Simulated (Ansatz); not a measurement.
# Al3N: what the fields show

Input file:

```
crystal:
  lattice:
    - [-1.909690425, 1.9704594195, 4.1837885452]
    - [1.909690425, -1.9704594195, 4.1837885452]
    - [1.909690425, 1.9704594195, -4.1837885452]
  atoms:
    - { symbol: Al, position: [0.2282330627, 0.7282330627, 0.5] }
    - { symbol: Al, position: [0.7717669373, 0.2717669373, 0.5] }
    - { symbol: Al, position: [0.0, 0.0, 0.0] }
    - { symbol: "N", position: [0.0, 0.5, 0.5] }
basis:
  ecutwfc: 420
kpoints:
  mp_grid: { grid: [16, 16, 16] }
hamiltonian:
  xc: pbe
scf:
  occupations: { method: gaussian, width: 0.1 }
output:
  forces: true
  stress: true
  eigenvalues: true
  write_density: true
  write_potential: true
  elf: true
  volumetric_format: npy
relax:
  adjacent_minimum: "off"
  f_tol: 0.01
  max_steps: 80
  cell: { stress_tol: 0.05 }
```

Run with:

```sh
ansatz run input.yaml --threads 1 --pin off --max-ram 2560MiB --backend cpu --events-out ev --progress --plain --runs-dir out
```

Below, planes, directions and counts refer to the conventional cell (a = 3.80 Å, b = 3.87 Å, c = 8.45 Å, α = 90.00°, β = 90.00°, γ = 90.00°).

The fields are those of the run's last geometry, not of the input's.

Space group Immm; a structure generated by program, which may or may not match a known phase.

Method: DFT PBE, scalar-relativistic, plane waves, PAW in Ansatz 0.2.0.

The density is the valence pseudo-density of a PAW calculation; it isn't the true density close to the nuclei.

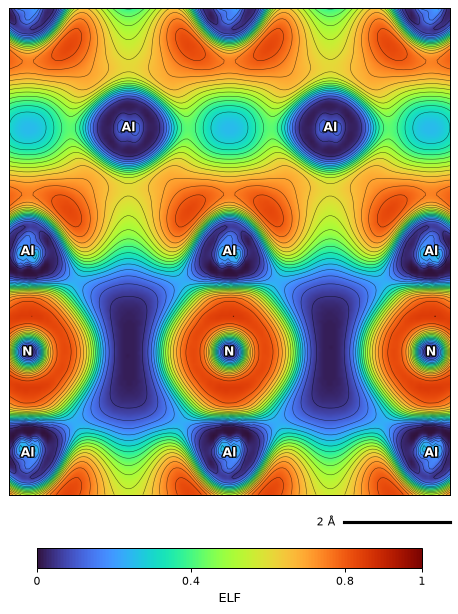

Figure 1. ELF on the (010) plane of the conventional cell.

### What do the fields say about this system?

Atoms in the plane: Al and N.
Al–N (1.90 Å): the ELF peaks at about 0.85 in the valence shell of N, 0.7 Å from its nucleus, and is about 0.80 at the midpoint.
The ELF also peaks beside Al, away from the bonds: lone-pair regions.

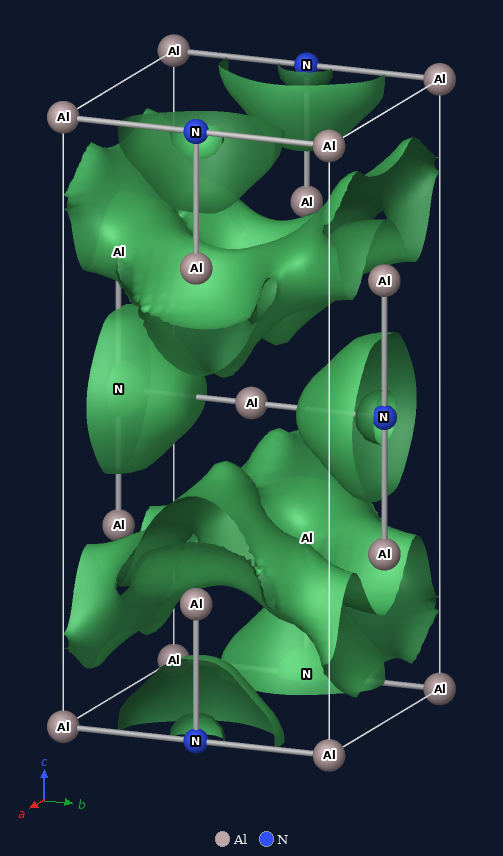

Figure 2. Isosurface of the electron localisation function at 0.6 (green), seen slightly off an axis. Only the valence region is drawn (cores and ρ < 0.01 e/Å³ removed). Sticks mark near contacts.

### Identify the bonds, lone pairs and shells in this picture.

The ELF exceeds this value in two regions on N in which the atom's valence shell and bonds are merged and sheets that run through the cell in two directions, counted in one cell of 8 atoms. Regions shared between cells count once.

### Does the calculation make it a metal, or give it a gap?

It is metallic or semimetallic at this level of theory: no gap opens.
